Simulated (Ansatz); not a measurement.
## Wannier-function calculation, with input and output: AgCl

AgCl (Fm-3m, 2 atoms in the cell), computed with maximally localised Wannier functions of PBE bands, plane waves, PAW, no spin polarisation (Ansatz 0.2.0).

The structure derives from an entry of the Crystallography Open Database. The geometry comes from this level: r2SCAN. It belongs to a series of runs on one base structure; here: metal d. Figures and captions count atoms from 1; the log counts them from 0 in places.

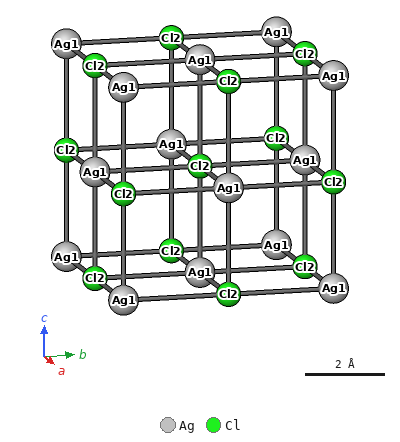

**Figure 1.** The structure as given in the input (ball-and-stick view of the cell 4 times as large as that of the calculation, set on its symmetry axes, seen slightly off an axis; atoms are numbered from 1 in the order of the input). Near neighbours in the crystal (not all of them lie inside the picture): Ag has 6 Cl at 2.77 Å; Cl has 6 Ag at 2.77 Å.

## Results in brief

```tsv
quantity	value
outcome	converged
space group (tolerance 0.01 Å)	Fm-3m (225)
electrons treated	26
free energy	−8670.8907 eV
total spread of the Wannier functions	7.010 Å²
Fermi energy	8.103 eV
gap on the k-point mesh	0.91 eV
hardware	4 threads of Arm Neoverse N1, 90 GiB of memory available, shared host
wall time	2.2 s (CPU time 6 s)
peak memory	0.3 GiB
```

## The input
```yaml
crystal:
  lattice:
    - [0.0, 2.7731725637, 2.7731725637]
    - [2.7731725637, 0.0, 2.7731725637]
    - [2.7731725637, 2.7731725637, 0.0]
  atoms:
    - { symbol: Ag, position: [0.0, 0.0, 0.0] }
    - { symbol: Cl, position: [0.5, 0.5, 0.5] }
kpoints:
  mp_grid: { grid: [6, 6, 6] }
  band_path:
    path:
      - [[0.0, 0.0, 0.0], [0.5, 1.010506335249e-34, 0.5], [0.625, 0.25, 0.625]]
      - [[0.375, 0.375, 0.75], [0.0, 0.0, 0.0], [0.5, 0.5, 0.5], [0.5, 0.25, 0.75], [0.5, 1.010506335249e-34, 0.5]]
    npoints: 10
hamiltonian:
  xc: pbe
scf:
  occupations: { method: fixed }
  n_extra_bands: 6
output:
  forces: false
  stress: false
  eigenvalues: true
  wannier:
    kmesh: [6, 6, 6]
    projections: [{ species: Ag, l: d, shell: 4 }]
    minimise: true
    write_hr: true
    conv_tol: 1.0e-08
    max_iter: 3000
```

## File wannier.win
```
! ansatz wannier90 interface
! projections by site (counted from 0) and shell: 0 4D
! states of the run's bands (counted from 1): combinations of 6-13
! their least projectability: 0.8353
num_bands = 5
num_wann  = 5
num_iter  = 2000
conv_tol = 1e-8
conv_window = 5
guiding_centres = true
write_hr = true

begin unit_cell_cart
Ang
                      0.0             2.7731725637             2.7731725637
             2.7731725637                      0.0             2.7731725637
             2.7731725637             2.7731725637                      0.0
end unit_cell_cart

begin atoms_frac
Ag                       0.0                      0.0                      0.0
Cl                       0.5                      0.5                      0.5
end atoms_frac

mp_grid = 6 6 6
```

Launch command:
```bash
ansatz run input.yaml --threads 4 --pin off --max-ram 3686MiB --backend cpu --events-out ev --progress --plain --runs-dir out
```

## Log
```
scf.n_extra_bands = 6 over 13 filled bands (N_el = 26.0): the run solves 19 bands
Engine: ansatz 0.2.0, aarch64-unknown-linux-gnu
Pseudopotentials: kind: paw
Pseudopotential: Ag, paw, valence charge 19, recommended cutoff 420 eV (normal), Ag.paw.azcp
Pseudopotential: Cl, paw, valence charge 7, recommended cutoff 420 eV (normal), Cl.paw.azcp
Functional definition: PBE
  parameter kappa = 0.804
  parameter beta = 0.06672455060314922
  exchange = pbe_x(kappa = kappa, mu = beta*pi^2/3)
  correlation = pbe_c(beta = beta)
Crystal: 2 atoms, lattice volume = 42.654 Å³
Basis set: ecut = 420 eV, 869 PW (Γ)
Bands: 19, of which v1, the nominal top of the filled ones, is band 13 counted from 1 (12 counted from 0)
Symmetry: 48 space group operations
Space group: Fm-3m (ITA 225), of the structure as read, at distance tolerance 3.5e-5 Å
k-points: 16 of 216
Non-local potential: Ag, projectors of the file, l = 0: 3, l = 1: 2, l = 2: 2, l = 3: 1
Non-local potential: Cl, projectors of the file, l = 0: 2, l = 1: 2, l = 2: 2
PAW form: soft (Blöchl's): semilocal exchange-correlation on the pseudo side does not see the compensation charge
PAW one-centre angular grid: Ag, 590 points (default); XC on 64 Gauss nodes
PAW one-centre angular grid: Cl, 110 points (default); XC on 64 Gauss nodes
Initial density: superposition of atomic densities (neutral atoms: chi_scale 0, normalization atom), corrected by the library's trained network
Initial wavefunctions: pseudopotential atomic-orbital guess
Functional: x = pbe(κ = 0.804, μ = 0.2195149727645171), c = pbe(β = 0.06672455060314922)
SCF iter   1: F=—  HF=-8670.890080 eV  |F-HF|=—  |Δ(HF+E_count)|=         —  Δρ=5.59e-4  dr2=7.88e-5  ethr=1.77e-3  ⟨swp⟩=4.6  Hψ=1237  notcnv=0  defer=56
preconditioner: auto → none  [insulator: Δε(μ)=0.906 eV  Ē_g=12.840 eV  n_scr=14 (ndim 8)  ℏωp=24.1 eV  f_vac=0.036  ε∞_Penn≈4.5]
SCF iter   2: F=—  HF=-8670.890697 eV  |F-HF|=—  |Δ(HF+E_count)|=   6.17e-4  Δρ=2.22e-4  dr2=1.30e-5  ethr=3.03e-7  ⟨swp⟩=2.9  Hψ=748  notcnv=0  defer=62
SCF iter   3: F=—  HF=-8670.890708 eV  |F-HF|=—  |Δ(HF+E_count)|=   1.11e-5  Δρ=1.17e-4  dr2=2.20e-6  ethr=5.00e-8  ⟨swp⟩=2.0  Hψ=415  notcnv=0  defer=62
SCF iter   4: F=—  HF=-8670.890714 eV  |F-HF|=—  |Δ(HF+E_count)|=   5.74e-6  Δρ=4.54e-5  dr2=3.35e-7  ethr=8.45e-9  ⟨swp⟩=2.1  Hψ=403  notcnv=0  defer=63
iter 5 did not close the SCF: its close was put off for the readings that it lacked (scf_convergence_deferred on its scf_iter line)
SCF iter   5: F=-8670.890715 eV  HF=-8670.890715 eV  |F-HF|=6.17e-8  |Δ(HF+E_count)|=   1.20e-6  Δρ=9.25e-6  dr2=1.36e-8  ethr=1.29e-9  ⟨swp⟩=2.0  Hψ=422  notcnv=0  defer=63
SCF iter   6: F=-8670.890715 eV  HF=-8670.890715 eV  |F-HF|=1.02e-8  |Δ(HF+E_count)|=   7.11e-8  Δρ=6.44e-6  dr2=1.54e-8  ethr=5.21e-11  ⟨swp⟩=5.9  Hψ=1477  notcnv=0
SCF 1 converged in 6 iterations: F = -8670.890715 eV  dr2 = 1.54e-8
  greatest PAW one-centre occupation: 1.000 electrons in one spin orbital (limit 2), on the Ag atom at site 0 (counted from 0), in its partial waves of l = 0
NSCF: frozen V_eff on 62 k-points
NSCF: frozen V_eff on 19 k-points
the Wannier pass solved 19 of the 216 points of its mesh, and has the states at the others by symmetry: states obtained by the crystal's operations at points that were solved too leave a residual of 2.70e-13 eV (read by the count's bands and the next), within 4.17e-6 eV
SCF converged after 6 iterations
Free energy (F): -8670.890715 eV
Harris-Foulkes:  -8670.890715 eV  (|F-HF|=1.02e-8)
Internal energy: -8670.890715 eV  (E = F + TS)
E sigma→0 (E₀):  -8670.890715 eV
Fermi energy:    8.103297 eV
--- Per-component energies (eV) ---
  E_band       = -358.444330
  E_kinetic    = 689.401122
  E_local      = -3210.636773  (includes V_loc(G=0)·N_el)
  E_nonlocal   = 112.623916
  E_hartree    = 1409.129903
  E_xc         = -290.089893
  E_vxc        = -354.321083  (∫ρ·V_xc dr)
  E_paw        = -4564.836776  (= ΣΔE_a)
  E_vpaw       = -413.780282  (= ΣTr[D̂ρ^β])
  E_aug_tail   = 0.000408  (compensation charges beyond the density's cutoff)
  E_ewald      = -2816.482622
  E_smearing   = -0.000000  (= −TS)
  E_closure    = -0.000000  (closes the sum)
  Σ components = -8670.890715   (vs F -8670.890715, Δ=0.00e0)
--- Band table (eV; the first three rows and the last of 16) ---
  k-point 0: bands = ["-81.5953", "-45.1317", "-45.1317", "-45.1317", "-7.0426", "5.6616", "5.6616", "5.6616", "5.7023", "5.7023", "5.7854", "5.7854", "5.7854", "9.0145", "18.8000", "18.8000", "18.8000", "20.4896", "21.4386"]
  k-point 1: bands = ["-81.5952", "-45.1324", "-45.1318", "-45.1318", "-6.9389", "4.6091", "4.8015", "4.8015", "5.7523", "5.7523", "5.9958", "6.8067", "6.8067", "10.1513", "16.9367", "18.1316", "18.1316", "19.9053", "19.9053"]
  k-point 2: bands = ["-81.5952", "-45.1339", "-45.1321", "-45.1321", "-6.7181", "3.3642", "4.1698", "4.1698", "5.9334", "5.9334", "6.2124", "7.7187", "7.7187", "11.7958", "15.1127", "16.4286", "16.4286", "20.6768", "20.6768"]
  k-point 15: bands = ["-81.5951", "-45.1340", "-45.1332", "-45.1329", "-6.5599", "3.9267", "4.0988", "4.4003", "5.9305", "6.1395", "6.1472", "6.1712", "6.7968", "11.6697", "15.8758", "16.2624", "17.0110", "20.6869", "22.1615"]
Wannier search: line search 1 of at most 3000: gauge-dependent spread (as the search counts it) 0.0483739 Å², largest recent change 9.4e-3 Å² and fall left 7.5e-7 Å² against conv_tol 1.0e-8 Å², 0 stops escaped
```

## File wannier.spreads.toml
```
omega_i_ang2 = 6.963920556353379
omega_d_ang2 = 0.000000000000000000000000026779574667998875
omega_od_ang2 = 0.04606875780159744
omega_total_ang2 = 7.009989314154977
least_projectability = 0.8353205934717948
b_vectors_match_mmn = true
n_iter = 23
converged = true
rejected_fitted_steps = 0

[[wannier]]
r = [-0.00000000000000011671176900237682, 0.00000000000000007987210052390292, 0.0000000000000002560919230880863]
spread = 1.1975064412729153

[[wannier]]
r = [-0.000000000000000033777316009739044, -0.00000000000000011301425487124642, 0.0000000000000001924859261006496]
spread = 1.197506788176904

[[wannier]]
r = [-0.0000000000000002342656146401942, 0.0000000000000001889770170823043, -0.0000000000000000026135783013978713]
spread = 1.1975070348879937

[[wannier]]
r = [-0.00000000000000010154227035721707, 0.00000000000000037088373467589, 0.00000000000000040177743924155245]
spread = 1.7087226935938642

[[wannier]]
r = [-0.00000000000000025538692679254023, -0.00000000000000008131843454114681, 0.00000000000000018104147870751711]
spread = 1.7087463562232008

[[curvature_check]]
after_line_search = 7
omega_tilde_before_ang2 = 0.04837300794240088
krylov_steps = 32
lowest_ritz_value_ang2 = -0.00518645793998784
residual_ang2 = 1.0793434735252169e-11
settled = true
first_negative_step = 3
curvature_along_ang2 = -0.005186457777259283
angle_rad = 0.8866099126779099
omega_tilde_after_ang2 = 0.04697682462737267
outcome = "escaped"

[[curvature_check]]
after_line_search = 23
omega_tilde_before_ang2 = 0.04606875780159744
krylov_steps = 33
lowest_ritz_value_ang2 = -1.0325094682898437e-9
residual_ang2 = 9.623549722046498e-18
settled = true
first_negative_step = 14
curvature_along_ang2 = -1.0325094682898437e-9
angle_rad = 0.0
omega_tilde_lowest_ang2 = 0.04606875780159744
outcome = "no-descent"
```

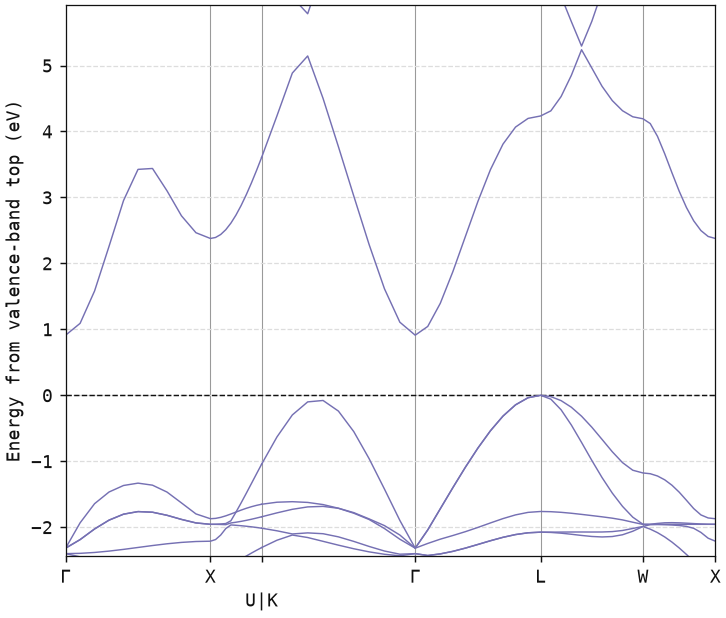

**Figure 2.** Band structure along Γ–X–U|K–Γ–L–W–X, with energies from the valence-band top. There is a gap of 0.91 eV on this path, indirect, from L to Γ.
